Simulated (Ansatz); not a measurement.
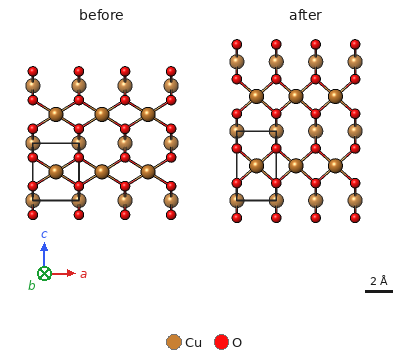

The structure of crystalline CuO (a generated structure, set up in P4_2/mmc) before (left) and after (right) a relaxation, at one scale.

A ball-and-stick model of the cell of the calculation, repeated 3 × 1 × 2 with one cell outlined, seen along the b axis.

The run lets cell and atoms move.

All numbers below come from Kohn-Sham DFT of a periodic cell, PBE, Ansatz PAW in Ansatz 0.2.0.

Input file:
```yaml
crystal:
  lattice:
    - [3.42205097, 0.0, 0.0]
    - [0.0, 3.42205097, 0.0]
    - [0.0, 0.0, 4.26046148]
  atoms:
    - { symbol: Cu, position: [0.0, 0.5, 0.0] }
    - { symbol: Cu, position: [0.5, 0.0, 0.5] }
    - { symbol: O, position: [0.0, 0.0, 0.25] }
    - { symbol: O, position: [0.0, 0.0, 0.75] }
hamiltonian:
  xc: pbe
  pseudopotentials: { kind: paw }
kpoints:
  mp_grid: { grid: [8, 8, 6] }
scf:
  occupations: { method: fermi_dirac, width: 0.05 }
output:
  forces: true
  stress: true
  eigenvalues: true
relax:
  f_tol: 0.01
  max_steps: 40
  cell: { stress_tol: 0.05, p_target: 2.0 }
```

Run as
```bash
ansatz run input.yaml --threads 2 --pin off --max-ram 5632MiB --backend cpu --events-out ev --progress --plain --runs-dir out
```

> What changed between the two?

The energy falls by 371 meV per atom in 10 accepted moves (13 points after the start). With the target pressure of 2 GPa, the enthalpy E + pV changes by −389 meV per atom. All forces vanish by symmetry, so only the cell relaxes. Pressure: −2.77 GPa at the start and 2.00 GPa at the end. At 3 points the geometry stayed and the basis and grid were re-selected for the new cell (energy shift of 19.0 meV per atom at most each time). The atoms keep their places relative to the cell (all moves are under 0.005 Å). Cell: a = b 3.422 → 2.927 Å (−14.5 %), c 4.260 → 5.151 Å (+20.9 %). Volume −11.6 %. Some distances before and after: Cu–O 2.015 → 1.949 Å. Bond angles that change, for instance: O–Cu–O 63.8° → 82.7°, O–Cu–O 116.2° → 97.3°, Cu–O–Cu 116.2° → 97.3°. The space group stays P4_2/mmc (No. 131). Cost: 27 s on 2 threads of Arm Neoverse V2, on a shared host, peak memory 0.32 GiB.
